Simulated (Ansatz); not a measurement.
Zr₃N₄

The calculation's input:

```
crystal:
  lattice:
    - [-3.3878930479, 3.3878930479, 3.3878930479]
    - [3.3878930479, -3.3878930479, 3.3878930479]
    - [3.3878930479, 3.3878930479, -3.3878930479]
  atoms:
    - { symbol: Zr, position: [0.875, 0.125, 0.75] }
    - { symbol: Zr, position: [0.375, 0.25, 0.625] }
    - { symbol: Zr, position: [0.125, 0.75, 0.875] }
    - { symbol: Zr, position: [0.75, 0.875, 0.125] }
    - { symbol: Zr, position: [0.25, 0.625, 0.375] }
    - { symbol: Zr, position: [0.625, 0.375, 0.25] }
    - { symbol: "N", position: [0.6295710601, 0.6295710601, 0.6295710601] }
    - { symbol: "N", position: [0.5, 0.0, 0.3704289399] }
    - { symbol: "N", position: [0.0, 0.3704289399, 0.5] }
    - { symbol: "N", position: [0.3704289399, 0.5, 0.0] }
    - { symbol: "N", position: [0.0, 0.8704289399, 0.5] }
    - { symbol: "N", position: [0.8704289399, 0.5, 0.0] }
    - { symbol: "N", position: [0.1295710601, 0.1295710601, 0.1295710601] }
    - { symbol: "N", position: [0.5, 0.0, 0.8704289399] }
kpoints:
  mp_grid: { grid: [4, 4, 4] }
  band_path:
    path:
      - [0.0, 0.0, 0.0]
      - [0.5, -0.5, 0.5]
      - [0.0, 0.0, 0.5]
      - [0.25, 0.25, 0.25]
    npoints: 1
hamiltonian:
  xc: pbe0
scf:
  occupations: { method: fixed }
  n_extra_bands: 7
output:
  forces: true
  stress: true
  eigenvalues: true
  write_density: true
  write_potential: true
  elf: true
  volumetric_format: npy
```

Below, planes, directions and counts refer to the conventional cell (a = 6.78 Å, b = 6.78 Å, c = 6.78 Å, α = 90.00°, β = 90.00°, γ = 90.00°).

Space group I-43d; a structure from a database of computed crystals, not necessarily the ambient phase; started from the database structure prototype, which need not be the ambient phase; computed pressure about −4 GPa in this cell.

These are results of Ansatz 0.2.0, DFT, PBE0, plane waves, PAW, not measurements.

Predict the valence pseudo-density and electron localisation function between the atoms.

Answer. Zr–N (2.22 Å): ρ at the midpoint is about 0.57 e/Å³; the ELF peaks at about 0.80 in the valence shell of N, 0.7 Å from its nucleus, and drops to about 0.20 between the two atoms; no localised pair shows between them.

Does the calculation make it a metal, or give it a gap?

Answer. It is gapped, with a Kohn–Sham gap of 2.3 eV on the k-point mesh, an upper bound to the gap of this method.

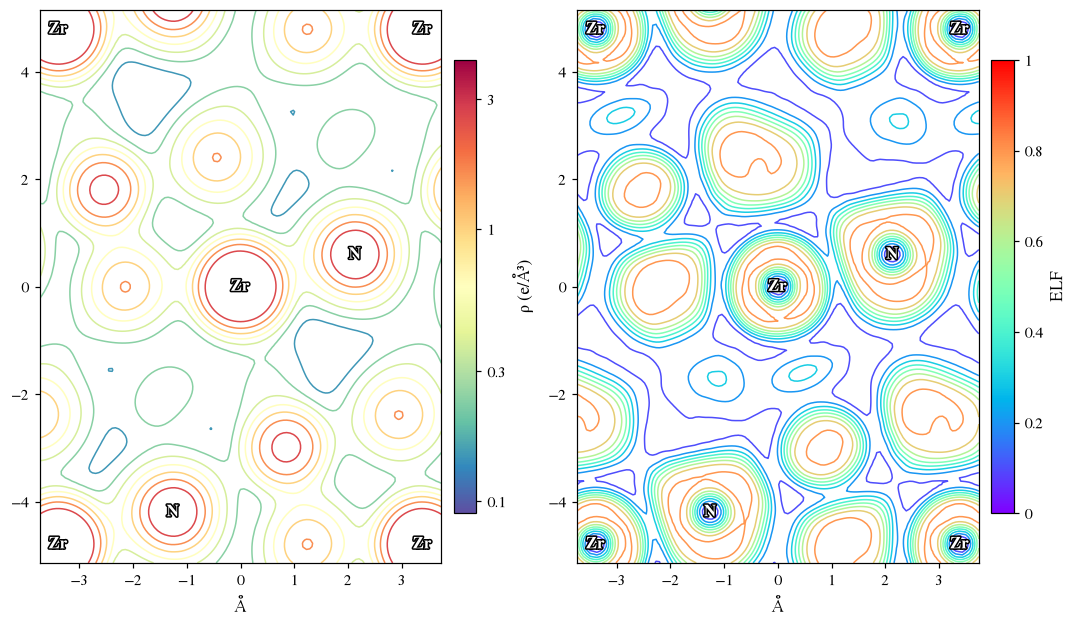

Computed valence pseudo-density and electron localisation function on the (110) plane of the conventional cell, in this order. Atoms just off the plane (Zr, 0.6 Å away and N, 0.6 Å away) can leave unmarked features too.

The density is the valence pseudo-density of a PAW calculation; it isn't the true density close to the nuclei.
